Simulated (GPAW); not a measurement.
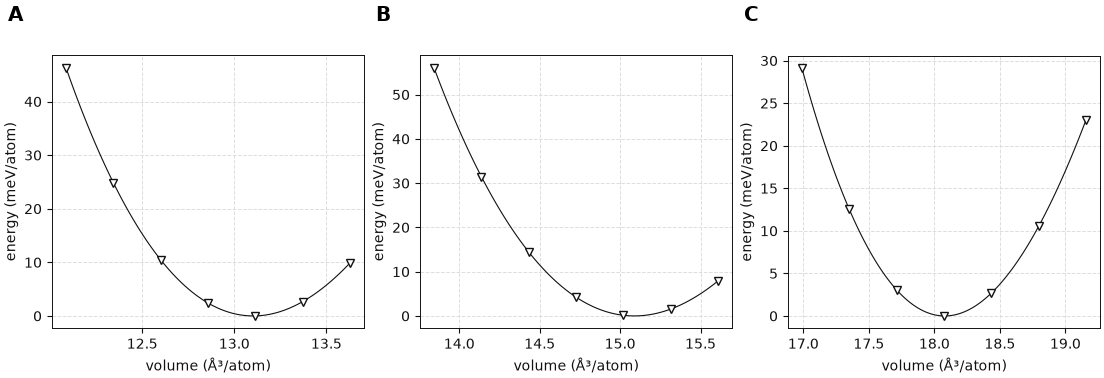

Each panel shows the energy against volume for one of these solids: BaTiO₃, Pm-3m (No. 221); BaZrO₃, Pm-3m (No. 221); TiO₂, R-3m (No. 166).

How it was computed, with GPAW 26.7.0: PAW DFT in plane waves, on a grid or in atomic orbitals, no spin polarisation; energies at scaled volumes of the given cell, shape and fractions fixed, counted from the fit's minimum, third-order Birch-Murnaghan fit. Level: PBE.

> Match the panels to the solids.

A is BaTiO₃ (energy from 0.03 meV/atom to 46.29 meV/atom, V0 13.1 Å³/atom, B0 162 GPa); B is BaZrO₃ (energy from 0.14 meV/atom to 56.07 meV/atom, V0 15.09 Å³/atom, B0 150 GPa); C is TiO₂ (energy from 0.01 meV/atom to 29.08 meV/atom, V0 18.08 Å³/atom, B0 127 GPa).

For TiO₂, limits of the calculation: shape and atomic fractions are frozen while scaling, which makes layered, chain and framework solids too stiff.
